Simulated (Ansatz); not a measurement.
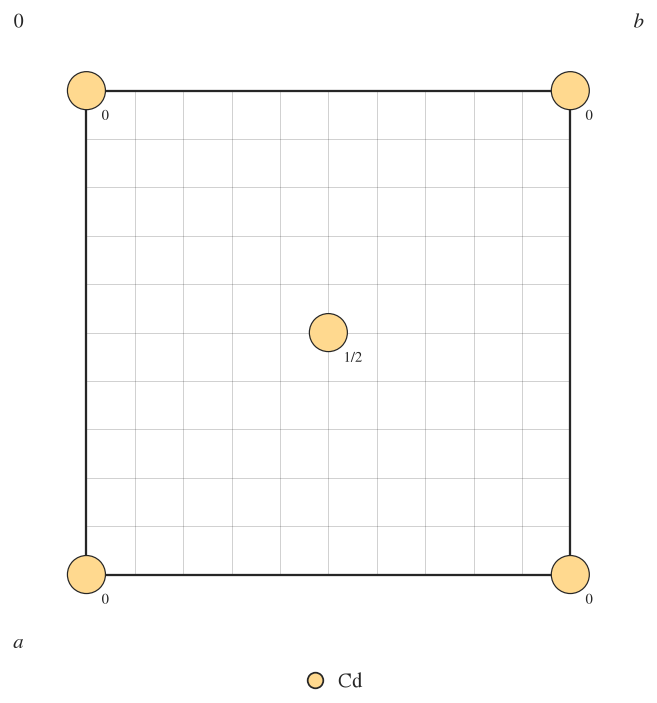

Plan of a unit cell projected along c (a down the page, b across); the numbers are heights as fractions of c, and atoms on the cell's edges are repeated. The grid marks tenths of a and b. Source: the input geometry of an electronic-structure calculation (not necessarily at equilibrium); the starting structure was generated, so it need not be a known form of this composition. All values are computed from the atomic coordinates in the standard setting (tolerance 0.002 Å).

a = 3.556 Å, b = 3.556 Å, c = 3.556 Å, α = 90.00°, β = 90.00°, γ = 90.00°.

What does the cell contain?

2 Cd: Cd, Z = 2.

Which space group?

Im-3m (No. 229), body-centred cubic.

Give the independent sites, coordinates to two places.

| atom | site | symmetry | x | y | z |
| --- | --- | --- | --- | --- | --- |
| Cd | 2a | m-3m | 0.00 | 0.00 | 0.00 |
